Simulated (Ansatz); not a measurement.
**Band-structure calculation, with input and output: TiO₂**

TiO₂ (Immm, 3 atoms in the cell), computed with DFT, PBE, plane waves, PAW, no spin polarisation (Ansatz 0.2.0).

The structure was built on a prototype by a generator. The geometry comes from this level: r2SCAN (a point of a series of strains). It belongs to a series of runs on one base structure; here: shear_xy strain -3.4%.

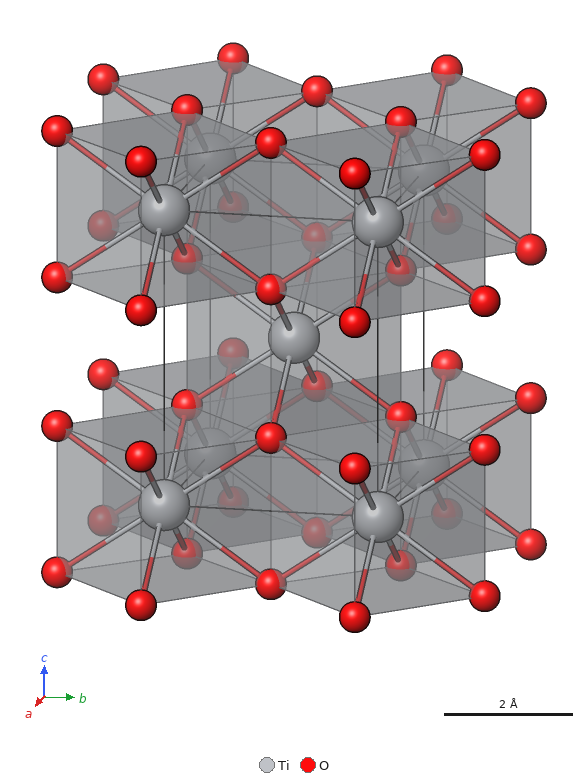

Fig. 1: The input geometry (polyhedral view of the cell 2 times as large as that of the calculation, set on its symmetry axes, seen slightly off an axis; polyhedra are completed across the faces of the cell).

## Results in brief

```csv
quantity,value
outcome,converged
space group (tolerance 0.01 Å),Immm (71)
electrons treated,24
free energy,−3637.8190 eV
Fermi energy,12.825 eV
gap on the k-point mesh,1.15 eV
pressure,6.05 GPa
largest force (length of the vector),0.021 eV/Å
hardware,"4 threads of an Arm (aarch64) CPU, shared host"
wall time,1.1 s (CPU time 4 s)
peak memory,0.36 GiB
```

The cell is under a pressure of 6.1 GPa at this level, so it is not at its equilibrium volume.

## The input
```yaml
crystal:
  lattice:
    - [-0.0405063807, 2.3968272579, 2.3968272579]
    - [2.3968272579, -0.0405063807, 2.3968272579]
    - [2.3563208772, 2.3563208772, 0.0]
  atoms:
    - { symbol: Ti, position: [0.0, 0.0, 0.0] }
    - { symbol: O, position: [0.2518949748, 0.2518949748, 0.2481050252] }
    - { symbol: O, position: [0.7481050252, 0.7481050252, 0.7518949748] }
kpoints:
  mp_grid: { grid: [10, 10, 10] }
  band_path:
    path:
      - [0.0, 0.0, 0.0]
      - [0.5, 0.0, 0.5]
      - [0.625, 0.25, 0.625]
      - [0.375, 0.375, 0.75]
      - [0.5, 0.5, 0.5]
      - [0.5, 0.25, 0.75]
    npoints: 1
hamiltonian:
  xc: pbe
scf:
  occupations: { method: fermi_dirac, width: 0.02 }
  n_extra_bands: 4
output:
  forces: true
  stress: true
  eigenvalues: true
```

## The program's output
```
scf.n_extra_bands = 4 over 12 filled bands (N_el = 24.0): the run solves 16 bands
Engine: ansatz 0.2.0, aarch64-unknown-linux-gnu
Pseudopotentials: kind: paw
Pseudopotential: Ti, paw, valence charge 12, recommended cutoff 420 eV (normal), Ti.paw.azcp
Pseudopotential: O, paw, valence charge 6, recommended cutoff 420 eV (normal), O.paw.azcp
Functional definition: PBE
  parameter kappa = 0.804
  parameter beta = 0.06672455060314922
  exchange = pbe_x(kappa = kappa, mu = beta*pi^2/3)
  correlation = pbe_c(beta = beta)
Crystal: 3 atoms, lattice volume = 27.531 Å³
Basis set: ecut = 420 eV, 537 PW (Γ), exchange–correlation on 48×48×48 points (8 copies of the dense FFT grid, shifted against one another)
Bands: 16, of which v1, the nominal top of the filled ones, is band 12 counted from 1 (11 counted from 0)
Symmetry: 8 space group operations
Space group: Immm (ITA 71), of the structure as read, at distance tolerance 3.0e-5 Å
k-points: 171 of 1000
Non-local potential: Ti, projectors of the file, l = 0: 3, l = 1: 2, l = 2: 3, l = 3: 1
Non-local potential: O, projectors of the file, l = 0: 2, l = 1: 2, l = 2: 1
PAW form: soft (Blöchl's): semilocal exchange-correlation on the pseudo side does not see the compensation charge
PAW one-centre angular grid: Ti, 590 points (default); XC on 64 Gauss nodes
PAW one-centre angular grid: O, 110 points (default); XC on 64 Gauss nodes
Initial density: superposition of atomic densities (neutral atoms: chi_scale 0, normalization atom), corrected by the library's trained network
Initial wavefunctions: pseudopotential atomic-orbital guess
Functional: x = pbe(κ = 0.804, μ = 0.2195149727645171), c = pbe(β = 0.06672455060314922)
SCF iter   1: F=—  HF=-3637.817674 eV  |F-HF|=—  |Δ(HF+E_count)|=         —  Δρ=3.47e-3  dr2=1.42e-3  ethr=1.77e-3  ⟨swp⟩=5.6  Hψ=12148  notcnv=0
preconditioner: auto → none  [insulator: Δε(μ)=1.166 eV  Ē_g=9.966 eV  σ=0.020 eV  W_gap=1.00  n_scr=14 (ndim 8)  ℏωp=28.3 eV  f_vac=0.023  D(μ)=0.00/eV (n_scr^D=0)  ε∞_Penn≈9.1]
SCF iter   2: F=—  HF=-3637.818940 eV  |F-HF|=—  |Δ(HF+E_count)|=   1.27e-3  Δρ=3.34e-3  dr2=2.49e-3  ethr=5.91e-6  ⟨swp⟩=2.1  Hψ=6070  notcnv=0
SCF iter   3: F=—  HF=-3637.818788 eV  |F-HF|=—  |Δ(HF+E_count)|=   1.51e-4  Δρ=1.72e-3  dr2=5.84e-4  ethr=5.91e-6  ⟨swp⟩=2.1  Hψ=4610  notcnv=0
SCF iter   4: F=—  HF=-3637.818918 eV  |F-HF|=—  |Δ(HF+E_count)|=   1.29e-4  Δρ=5.66e-4  dr2=6.30e-5  ethr=2.44e-6  ⟨swp⟩=2.0  Hψ=4111  notcnv=0
SCF iter   5: F=—  HF=-3637.818958 eV  |F-HF|=—  |Δ(HF+E_count)|=   4.03e-5  Δρ=1.01e-4  dr2=2.15e-6  ethr=2.62e-7  ⟨swp⟩=2.5  Hψ=3565  notcnv=0
SCF iter   6: F=-3637.818959 eV  HF=-3637.818959 eV  |F-HF|=8.83e-9  |Δ(HF+E_count)|=   6.33e-7  Δρ=7.86e-6  dr2=4.71e-9  ethr=4.17e-10  ⟨swp⟩=3.1  Hψ=10545  notcnv=0
SCF 1 converged in 6 iterations: F = -3637.818959 eV  dr2 = 4.71e-9
  greatest PAW one-centre occupation: 0.999 electrons in one spin orbital (limit 2), on the Ti atom at site 0 (counted from 0), in its partial waves of l = 0
NSCF: frozen V_eff on 6 k-points
SCF converged after 6 iterations
Free energy (F): -3637.818959 eV
Harris-Foulkes:  -3637.818959 eV  (|F-HF|=8.83e-9)
Internal energy: -3637.818959 eV  (E = F + TS)
E sigma→0 (E₀):  -3637.818959 eV
Fermi energy:    12.824827 eV
--- Per-component energies (eV) ---
  E_band       = -138.577967
  E_kinetic    = 624.977749
  E_local      = -1291.134142  (includes V_loc(G=0)·N_el)
  E_nonlocal   = 98.794406
  E_hartree    = 489.792382
  E_xc         = -247.237080
  E_vxc        = -313.283276  (∫ρ·V_xc dr)
  E_paw        = -1360.764682  (= ΣΔE_a)
  E_vpaw       = -237.523557  (= ΣTr[D̂ρ^β])
  E_aug_tail   = 0.005019  (compensation charges beyond the density's cutoff)
  E_ewald      = -1952.252610
  E_smearing   = -0.000000  (= −TS)
  E_closure    = 0.000000  (closes the sum)
  Σ components = -3637.818959   (vs F -3637.818959, Δ=0.00e0)
--- Forces (eV/Å), atoms counted from 1 ---
  atom   1  Ti     0.00000000     0.00000000    -0.00000000
  atom   2  O      0.00000000     0.00000000     0.02089232
  atom   3  O      0.00000000    -0.00000000    -0.02089232
  max |Σ_I F_I| component: 8.67e-18 eV/Å
--- Stress (GPa, compression-positive) ---
        6.049640       1.158381      -0.000000
        1.158381       6.049640       0.000000
       -0.000000       0.000000       6.062853
  P = ⅓ Tr σ = 6.0540 GPa (60.540 kbar)
--- Band table (eV; the first three rows and the last of 171) ---
  k-point 0: bands = ["-45.4589", "-21.5528", "-21.5491", "-21.5473", "-7.4819", "-3.6412", "6.1670", "6.2171", "6.2786", "11.3256", "11.3753", "11.4262", "13.3946", "13.3998", "17.5754", "17.6397"]
  k-point 1: bands = ["-45.4564", "-21.5786", "-21.5535", "-21.5503", "-7.3567", "-3.7885", "6.2652", "6.3293", "6.5365", "11.0312", "11.0938", "11.1195", "13.6315", "13.6333", "17.3932", "17.4752"]
  k-point 2: bands = ["-45.4500", "-21.6476", "-21.5625", "-21.5581", "-7.0159", "-4.1523", "6.5335", "6.5875", "7.2306", "10.3769", "10.5401", "10.5433", "13.9571", "13.9781", "16.6359", "17.2684"]
  k-point 170: bands = ["-45.4274", "-21.8189", "-21.6277", "-21.6264", "-5.4782", "-5.2054", "5.0551", "7.4814", "7.7662", "9.9522", "10.3466", "12.2480", "14.1032", "14.1077", "15.1612", "16.2405"]
```

## File bands.tsv
```
# k_distance	band_0	band_1	band_2	band_3	band_4	band_5	band_6	band_7	band_8	band_9	band_10	band_11	band_12	band_13	band_14	band_15
# fermi_ev = 12.824827
# lock_threshold_ev = 1e-6
# [0, 0, 0] at k_distance = 0.000000
# [0.5, 0, 0.5] at k_distance = 1.311291
# [0.625, 0.25, 0.625] at k_distance = 1.774804
# [0.375, 0.375, 0.75] at k_distance = 2.568648
# [0.5, 0.5, 0.5] at k_distance = 3.375929
# [0.5, 0.25, 0.75] at k_distance = 4.302953
# levels_relative_to = fermi_ev
# free_energy_ev = -3637.818959
# largest_residual_norms_ev = 2.631e-4 6.387e-4 5.219e-4 5.405e-4 3.847e-4 2.219e-4 2.053e-4 6.369e-4 6.362e-4 1.211e-3 9.792e-4 8.322e-4 7.986e-4 4.365e-4 1.248e-3 1.016e-3
0.000000	-58.283691	-34.377627	-34.373930	-34.372083	-20.306744	-16.466015	-6.657783	-6.607726	-6.546236	-1.499200	-1.449525	-1.398635	0.569776	0.574940	4.750601	4.814872
1.311291	-58.251798	-34.649343	-34.450460	-34.449990	-18.302929	-18.028907	-7.767989	-5.201551	-5.201116	-2.690595	-2.683703	-0.580746	1.274505	1.294750	2.314292	3.612242
1.774804	-58.252510	-34.596616	-34.510612	-34.435365	-18.235583	-18.147698	-7.224877	-5.442483	-4.969324	-3.399163	-2.502128	-1.027241	1.313470	1.422205	2.591105	3.166185
2.568648	-58.251880	-34.587510	-34.525082	-34.436367	-18.226275	-18.145979	-7.194265	-5.389942	-5.102574	-3.249692	-2.667826	-1.026007	1.336946	1.412019	2.645644	3.337529
3.375929	-58.258073	-34.646644	-34.410687	-34.403377	-18.736116	-17.940558	-5.533902	-5.503834	-3.979192	-3.921137	-3.188997	-3.060366	0.898158	0.983733	2.423812	4.330822
4.302953	-58.251973	-34.551262	-34.547568	-34.452442	-18.177285	-18.176713	-6.802895	-6.484750	-3.941970	-3.937693	-2.542978	-0.819255	1.310156	1.656755	2.687199	2.719695
```

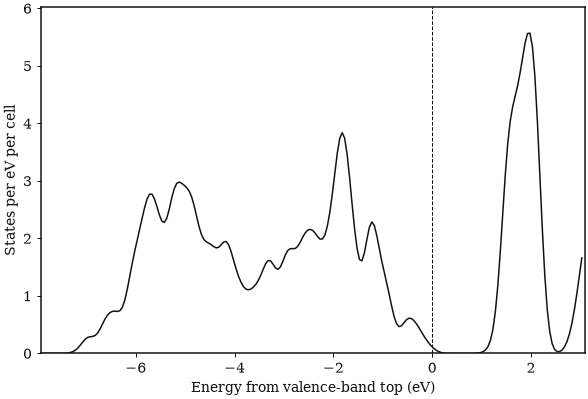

Fig. 2: Density of states (the curve is built from the levels of the k mesh with Gaussians 0.3 eV wide, which also blur the band edges), with energies from the valence-band top. There is a gap of 1.15 eV on the k-point mesh. Small ripples come from the finite k-point mesh.
